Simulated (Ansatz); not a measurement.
# SnO: geometry relaxation

The run: geometry relaxation of SnO (slab, 4 atoms in the cell). Method and program: DFT, PBE, dispersion d3bj, plane waves, PAW (Ansatz 0.2.0).

The structure derives from an entry of the Crystallography Open Database.

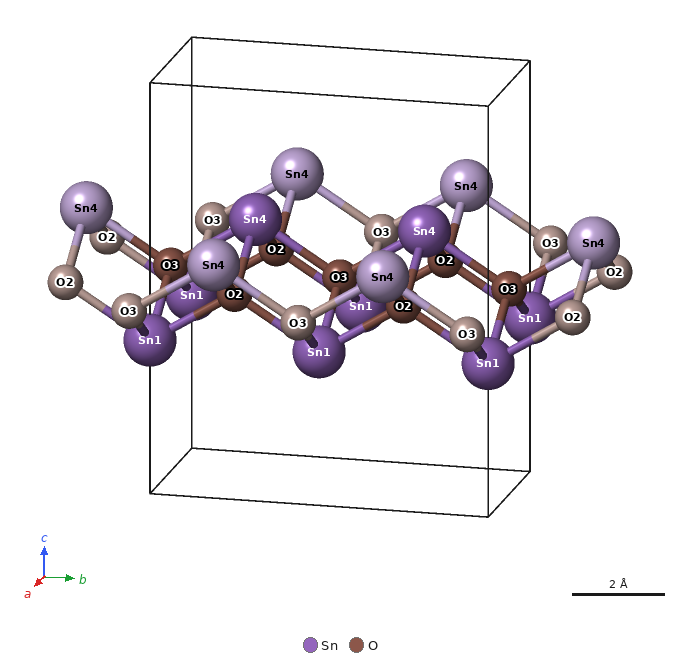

Figure 1. The starting structure (ball-and-stick view of the 1 × 2 repeat of the cell, with the vacuum cut short, seen slightly off an axis; neighbours outside the cell are drawn fainter; atoms are numbered from 1 in the order of the input). An atom can appear more than once, as a periodic image. Near neighbours in the periodic cell (some may lie outside the picture): Sn has 4 O at 2.21 to 2.25 Å; O has 4 Sn at 2.21 to 2.25 Å.

**The input**
```yaml
crystal:
  lattice:
    - [3.7442378883, 5.3887e-06, 0.0]
    - [-5.1236e-06, 3.8206509064, 0.0]
    - [0.0, 0.0, 30.6344298628]
  atoms:
    - { symbol: Sn, position: [0.9998505514, 0.9998505514, 0.4614165619] }
    - { symbol: O, position: [0.9998515524, 0.4998510996, 0.5000006571] }
    - { symbol: O, position: [0.4998510996, 0.9998515524, 0.5000006571] }
    - { symbol: Sn, position: [0.4998494504, 0.4998494504, 0.5385847822] }
  periodic: [true, true, false]
basis:
  ecutwfc: 420
kpoints:
  Mp_grid: { grid: [6, 6, 1] }
hamiltonian:
  xc: pbe
  dispersion: d3bj
scf:
  occupations: { method: gaussian, width: 0.02 }
  max_iter: 60
output:
  forces: true
  eigenvalues: true
  stress: true
relax:
  adjacent_minimum: "off"
  f_tol: 0.01
  max_steps: 40
```

Command:
```bash
ansatz run input.yaml --threads 2 --pin off --max-ram 5120MiB --backend cpu --events-out ev --progress --plain --runs-dir out
```

**Output**
```
Error: YAML parse error: error: line 15 column 3: unknown field `Mp_grid`, expected one of mp_grid, list, band_path, initial_grid, further_shifts
  --> <input>:15:3
   |
13 |   ecutwfc: 420
14 | kpoints:
15 |   Mp_grid: { grid: [6, 6, 1] }
   |   ^ unknown field `Mp_grid`, expected one of mp_grid, list, band_path, initial_grid, further_shifts
16 | hamiltonian:
17 |   xc: pbe
   |
```

**Outcome**

```json
{"quantity": "outcome", "value": "refused by the program"}
{"quantity": "hardware", "value": "2 threads of AMD EPYC (Zen 5), 32 GiB of memory available, shared host"}
```

**What went wrong**

A setting was made wrong on purpose: a misspelt key (`kpoints.mp_grid`). The program refused the input: “YAML parse error: error: line 15 column 3: unknown field `Mp_grid`, expected one of mp_grid, list, band_path, initial_grid, further_shifts --> <input>:15:3 | 13 | ecutwfc: 420 14 | kpoints: 15 | Mp_grid: { grid: [6, 6, 1] } | ^ unknown field `Mp_grid`, expected one of mp_grid, list, band_path, initial_grid, …”
